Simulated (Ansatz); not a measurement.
Geometry relaxation, with input and output: Zr3O (part 1 of 2)

System: Zr3O (Pm-3m, 4 atoms in the cell).
Method: DFT r2SCAN, scalar-relativistic, plane waves, PAW, no spin polarisation (Ansatz 0.2.0).

The structure was made by swapping elements on the sites of another compound; it need not be a known phase. It belongs to a series of runs on one base structure; here: Cu3Au (L1_2) type (Pm-3m, No. 221). Figures and captions count atoms from 1; the log counts them from 0 in places.

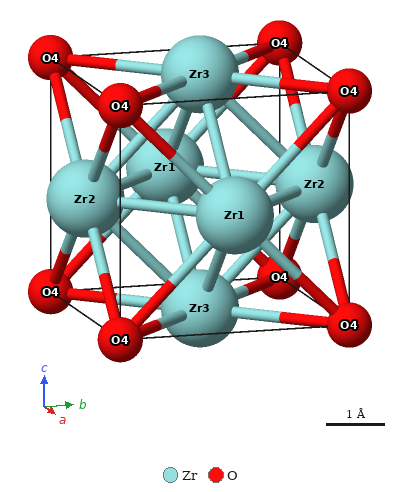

The input geometry (ball-and-stick view of the cell of the calculation, seen slightly off an axis; atoms are numbered from 1 in the order of the input). An atom can appear more than once, as a periodic image.

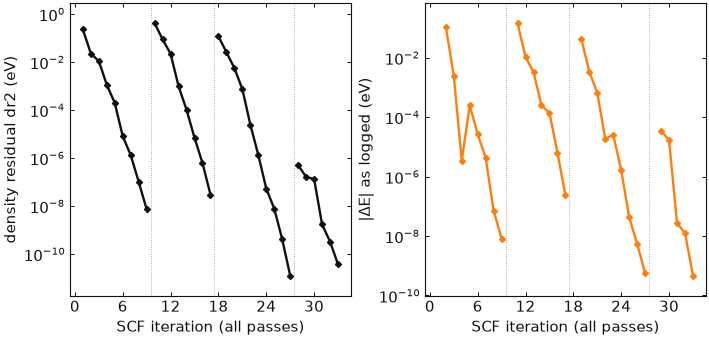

Convergence of the self-consistent field: density residual dr2 and size of the energy change against the SCF iteration. The dotted lines part the SCF passes of the relaxation: geometry steps, rejected trials and re-solves on a re-selected basis. The passes take 9, 8, 10 and 6 iterations.

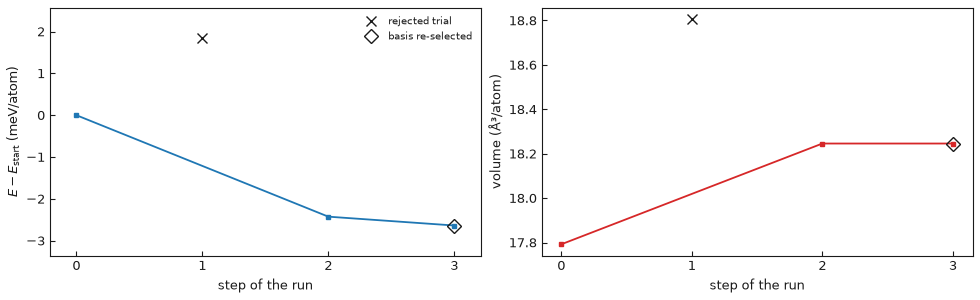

Progress of the relaxation, step by step (the first geometry is step 0 here and step 1 in the log).

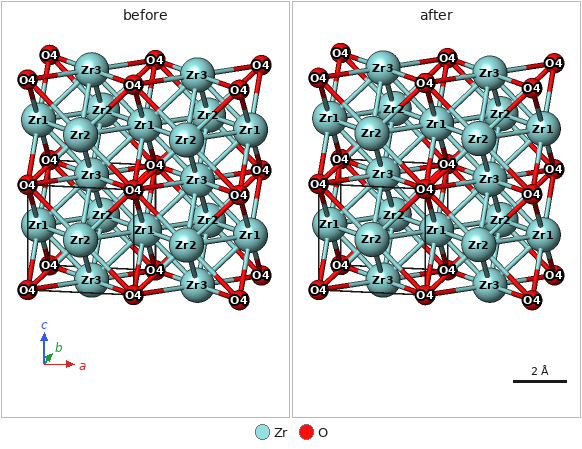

Before (left) and after (right) the relaxation, at one scale (ball-and-stick view of the cell of the calculation, repeated 2 × 1 × 2, seen slightly off an axis). After 2 geometry steps the energy has fallen by 2.4 meV per atom. All forces vanish by symmetry, so only the cell relaxes. The pressure goes from 1.92 to −0.02 GPa. The line search rejected the trial step at point 1 (counted from 0) and went back. The atoms keep their places relative to the cell (all moves are under 0.005 Å). The drawn cell changes as follows: a = b = c 4.144 → 4.179 Å (+0.8 %); the volume changes by +2.6 %. Distances before and after: Zr1–Zr2 2.930 → 2.955 Å, Zr1–O4 2.930 → 2.955 Å. The space group stays Pm-3m (No. 221). A last SCF at the same geometry on a re-selected plane-wave basis shifts the energy by −0.2 meV per atom. (Atoms are counted from 1 in the order of the input.)

These pictures come from the run below.

The input:
```yaml
crystal:
  lattice:
    - [4.1440791751, 0.0, 0.0]
    - [0.0, 4.1440791751, 0.0]
    - [0.0, 0.0, 4.1440791751]
  atoms:
    - { symbol: Zr, position: [0.0, 0.5, 0.5] }
    - { symbol: Zr, position: [0.5, 0.0, 0.5] }
    - { symbol: Zr, position: [0.5, 0.5, 0.0] }
    - { symbol: O, position: [0.0, 0.0, 0.0] }
basis:
  ecutwfc: 500
kpoints:
  mp_grid: { grid: [12, 12, 12] }
hamiltonian:
  xc: r2scan
scf:
  occupations: { method: gaussian, width: 0.1 }
output:
  forces: true
  stress: true
  eigenvalues: true
relax:
  adjacent_minimum: "off"
  f_tol: 0.01
  max_steps: 80
  cell: { stress_tol: 0.05 }
```

Run as:
```bash
ansatz run input.yaml --threads 1 --pin off --max-ram 3072MiB --backend cpu --events-out ev --progress --plain --runs-dir out
```

What the program printed:
```
Engine: ansatz 0.2.0, aarch64-unknown-linux-gnu
Pseudopotentials: kind: paw
Pseudopotential: Zr, paw, valence charge 12, recommended cutoff 500 eV (meta_gga), Zr.paw.azcp
Pseudopotential: O, paw, valence charge 6, recommended cutoff 500 eV (meta_gga), O.paw.azcp
Functional definition: r2SCAN
  parameter k0 = 0.174
  parameter k1 = 0.065
  parameter a1 = 4.9479
  exchange = r2scan_x(k0 = k0, k1 = k1, a1 = a1)
  correlation = r2scan_c
Crystal: 4 atoms, lattice volume = 71.168 Å³
Basis set: ecut = 500 eV, 1839 PW (Γ), exchange–correlation on 128×128×128 points (64 copies of the dense FFT grid, shifted against one another)
Bands: 26, of which v1, the nominal top of the filled ones, is band 21 counted from 1 (20 counted from 0)
Symmetry: 48 space group operations
Space group: Pm-3m (ITA 221), of the structure as read, at distance tolerance 4.1e-5 Å
k-points: 84 of 1728
Non-local potential: Zr, projectors of the file, l = 0: 3, l = 1: 2, l = 2: 2, l = 3: 2
Non-local potential: O, projectors of the file, l = 0: 2, l = 1: 2, l = 2: 1
PAW form: soft (Blöchl's): semilocal exchange-correlation on the pseudo side does not see the compensation charge
PAW frozen core: Zr, regenerated for the run's functional (the file was generated under x = pbe(κ = 0.804, μ = 0.2195149727645171), c = pbe(β = 0.06672455060314922))
PAW frozen core: O, regenerated for the run's functional (the file was generated under x = pbe(κ = 0.804, μ = 0.2195149727645171), c = pbe(β = 0.06672455060314922))
PAW one-centre angular grid: Zr, 590 points (default); XC on 160 Gauss nodes
PAW one-centre angular grid: O, 302 points (default); XC on 160 Gauss nodes
Initial density: superposition of atomic densities (neutral atoms: chi_scale 0, normalization atom), corrected by the library's trained network
Initial wavefunctions: pseudopotential atomic-orbital guess
Functional: x = r2scan, c = r2scan; τ floored in thin density (d = 2e-4 eV/Å³)
SCF iter   1: F=—  HF=-13150.114796 eV  |F-HF|=—  |Δ(HF+E_count)|=         —  Δρ=1.38e-2  dr2=2.29e-1  dr2_τ=5.79e-2  ethr=1.77e-3  ⟨swp⟩=4.4  Hψ=9190  notcnv=0
preconditioner: auto → Kerker (q_TF=auto, 2.499 Å⁻¹)  [metal: Δε(μ)=0.009 eV  Ē_g=4.221 eV  σ=0.100 eV  W_gap=0.05  n_scr=18 (ndim 8)  ℏωp=17.6 eV  f_vac=0.000  D(μ)=4.36/eV (n_scr^D=32)]
SCF iter   2: F=—  HF=-13150.225580 eV  |F-HF|=—  |Δ(HF+E_count)|=   1.11e-1  Δρ=7.98e-3  dr2=2.22e-2  dr2_τ=8.73e-3  ethr=5.45e-4  ⟨swp⟩=2.0  Hψ=3999  notcnv=0  defer=33
SCF iter   3: F=—  HF=-13150.228002 eV  |F-HF|=—  |Δ(HF+E_count)|=   2.42e-3  Δρ=3.69e-3  dr2=1.10e-2  dr2_τ=4.70e-4  ethr=5.30e-5  ⟨swp⟩=2.0  Hψ=2516  notcnv=0  defer=33
SCF iter   4: F=—  HF=-13150.228006 eV  |F-HF|=—  |Δ(HF+E_count)|=   3.43e-6  Δρ=1.37e-3  dr2=1.11e-3  dr2_τ=1.30e-4  ethr=2.62e-5  ⟨swp⟩=2.0  Hψ=2800  notcnv=0  defer=33
SCF iter   5: F=—  HF=-13150.228253 eV  |F-HF|=—  |Δ(HF+E_count)|=   2.47e-4  Δρ=4.70e-4  dr2=1.95e-4  dr2_τ=1.29e-5  ethr=2.65e-6  ⟨swp⟩=2.0  Hψ=2834  notcnv=0  defer=33
SCF iter   6: F=—  HF=-13150.228279 eV  |F-HF|=—  |Δ(HF+E_count)|=   2.61e-5  Δρ=8.57e-5  dr2=7.98e-6  dr2_τ=2.75e-7  ethr=4.65e-7  ⟨swp⟩=2.0  Hψ=2768  notcnv=0  defer=33
SCF iter   7: F=—  HF=-13150.228283 eV  |F-HF|=—  |Δ(HF+E_count)|=   4.30e-6  Δρ=3.86e-5  dr2=1.32e-6  dr2_τ=5.07e-8  ethr=1.90e-8  ⟨swp⟩=2.0  Hψ=3082  notcnv=0  defer=33
SCF iter   8: F=—  HF=-13150.228283 eV  |F-HF|=—  |Δ(HF+E_count)|=   7.06e-8  Δρ=1.10e-5  dr2=1.01e-7  dr2_τ=3.67e-9  ethr=3.14e-9  ⟨swp⟩=2.0  Hψ=2879  notcnv=0  defer=33
SCF iter   9: F=-13150.228283 eV  HF=-13150.228283 eV  |F-HF|=3.50e-9  |Δ(HF+E_count)|=   8.06e-9  Δρ=3.10e-6  dr2=7.23e-9  dr2_τ=3.94e-10  ethr=2.38e-10  ⟨swp⟩=5.4  Hψ=7067  notcnv=0
the search or the solves at the SCF's close seem to have found levels that the self-consistency loop had missed (the run counts 1). By its estimate they hold under 1e-12 electrons; where the run keeps them, the occupations were computed again with them
SCF 1 converged in 9 iterations: F = -13150.228283 eV  dr2 = 7.23e-9
  greatest PAW one-centre occupation: 0.989 electrons in one spin orbital (limit 2), on the Zr atom at site 2 (counted from 0), in its partial waves of l = 0
relax step   1: F+E_penalty+E_count = -13150.22828348 eV  Δ(F+E_penalty+E_count) = +0.000e0 eV  max|allowed force component| = 2.833e-29 eV/Å  Δτ_max = 0.0000 Å  P = +1.919 GPa  Ω = 71.168 Å³  (9 SCF iters, dr2 threshold 1.00e-7 eV, accepted)
Crystal: 4 atoms, lattice volume = 75.231 Å³
Basis set: ecut = 500 eV, 1935 PW (Γ), exchange–correlation on 128×128×128 points (64 copies of the dense FFT grid, shifted against one another)
Initial density: handed on by an earlier stage of this run
Initial wavefunctions: those handed on with the density
iter 1 solved again at ethr=9.66e-4 eV; its pass at ethr=3.10e-3 eV (dr2=4.06e-1 eV) is discarded
SCF iter   1: F=—  HF=-13150.092613 eV  |F-HF|=—  |Δ(HF+E_count)|=         —  Δρ=1.77e-2  dr2=4.06e-1  dr2_τ=1.01e-1  ethr=9.66e-4  ⟨swp⟩=1.0  Hψ=11864  notcnv=0
preconditioner: auto → Kerker (q_TF=auto, 2.476 Å⁻¹)  [metal: Δε(μ)=0.009 eV  Ē_g=3.939 eV  σ=0.100 eV  W_gap=0.05  n_scr=18 (ndim 8)  ℏωp=17.1 eV  f_vac=0.000  D(μ)=4.24/eV (n_scr^D=32)]
SCF iter   2: F=—  HF=-13150.234296 eV  |F-HF|=—  |Δ(HF+E_count)|=   1.42e-1  Δρ=1.25e-2  dr2=8.76e-2  dr2_τ=2.78e-2  ethr=9.66e-4  ⟨swp⟩=2.1  Hψ=3374  notcnv=0
SCF iter   3: F=—  HF=-13150.223722 eV  |F-HF|=—  |Δ(HF+E_count)|=   1.06e-2  Δρ=3.49e-3  dr2=2.19e-2  dr2_τ=3.03e-4  ethr=2.09e-4  ⟨swp⟩=2.0  Hψ=3814  notcnv=0  defer=11
SCF iter   4: F=—  HF=-13150.220469 eV  |F-HF|=—  |Δ(HF+E_count)|=   3.25e-3  Δρ=1.07e-3  dr2=9.71e-4  dr2_τ=1.34e-4  ethr=5.22e-5  ⟨swp⟩=2.0  Hψ=2907  notcnv=0  defer=11
SCF iter   5: F=—  HF=-13150.220717 eV  |F-HF|=—  |Δ(HF+E_count)|=   2.48e-4  Δρ=4.45e-4  dr2=1.02e-4  dr2_τ=7.42e-6  ethr=2.31e-6  ⟨swp⟩=2.0  Hψ=2538  notcnv=0  defer=11
SCF iter   6: F=—  HF=-13150.220854 eV  |F-HF|=—  |Δ(HF+E_count)|=   1.38e-4  Δρ=9.81e-5  dr2=6.94e-6  dr2_τ=2.79e-7  ethr=2.42e-7  ⟨swp⟩=2.7  Hψ=4096  notcnv=0  defer=11
SCF iter   7: F=—  HF=-13150.220861 eV  |F-HF|=—  |Δ(HF+E_count)|=   6.40e-6  Δρ=3.27e-5  dr2=6.14e-7  dr2_τ=5.20e-8  ethr=1.65e-8  ⟨swp⟩=2.5  Hψ=3873  notcnv=0  defer=11
SCF iter   8: F=-13150.220861 eV  HF=-13150.220861 eV  |F-HF|=1.71e-8  |Δ(HF+E_count)|=   2.36e-7  Δρ=6.24e-6  dr2=2.97e-8  dr2_τ=2.36e-9  ethr=9.52e-10  ⟨swp⟩=5.8  Hψ=9166  notcnv=0
SCF 2 converged in 8 iterations: F = -13150.220861 eV  dr2 = 2.97e-8
  greatest PAW one-centre occupation: 0.989 electrons in one spin orbital (limit 2), on the Zr atom at site 0 (counted from 0), in its partial waves of l = 0
relax step   2: F+E_penalty+E_count = -13150.22086103 eV  Δ(F+E_penalty+E_count) = +7.422e-3 eV  max|allowed force component| = 5.916e-29 eV/Å  Δτ_max = 0.0000 Å  P = -2.247 GPa  Ω = 75.231 Å³  energy of the carried Pulay correction = -1.830e-3 eV  (8 SCF iters, dr2 threshold 4.00e-7 eV, rejected (line search))
Crystal: 4 atoms, lattice volume = 72.983 Å³
Basis set: ecut = 500 eV, 1863 PW (Γ), exchange–correlation on 128×128×128 points (64 copies of the dense FFT grid, shifted against one another)
iter 1 solved again at ethr=2.85e-4 eV; its pass at ethr=3.10e-3 eV (dr2=1.20e-1 eV) is discarded
```
